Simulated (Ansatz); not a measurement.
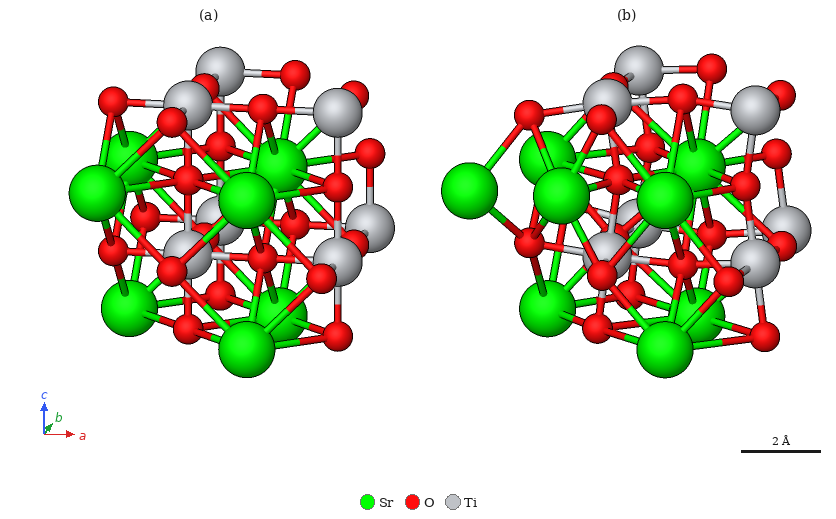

Left: perfect SrTiO3. Right: the same region with a pair of point defects, after relaxing the atoms in a supercell of 40 sites. Style: ball-and-stick. Shown: the atoms within 4.9 Å of one point, slightly off an axis.

Level of theory: DFT, PBEsol, PAW, plane waves in Ansatz. Set-up: plane-wave cutoff 420 eV; k-point mesh 1 × 1 × 1; mesh shifted by (0.25, 0.25, 0.25); no spin polarisation. Fermi-Dirac smearing of 0.01 eV. The axes drawn are those of the host's conventional cell.

Q: Which defect is it?

A: An oxygen atom is replaced by strontium and an extra oxygen atom is put between the host's atoms (an interstitial), the two sites 3.4 Å apart.

The charge state of the cell is 0.

Q: What does the relaxation do around it?

A: In the host the O atom has 2 Ti at 1.95 Å; the Sr atom ends with 8 O at 2.28 to 2.65 Å, 2 Sr at 2.39 to 2.69 Å. The O atom starts with 4 O at 1.94 to 1.95 Å, 2 Sr at 1.95 Å around its place and ends with 2 Ti at 1.93 to 1.95 Å. Of the host's atoms, an oxygen atom moves furthest from its site, by 2.55 Å. The Sr atom itself moves 2.09 Å from where it was put. The O atom itself moves 1.77 Å from where it was put.

Limits of the set-up: the periodic images lie only 7.8 Å apart, so the values are limited by the cell's size.
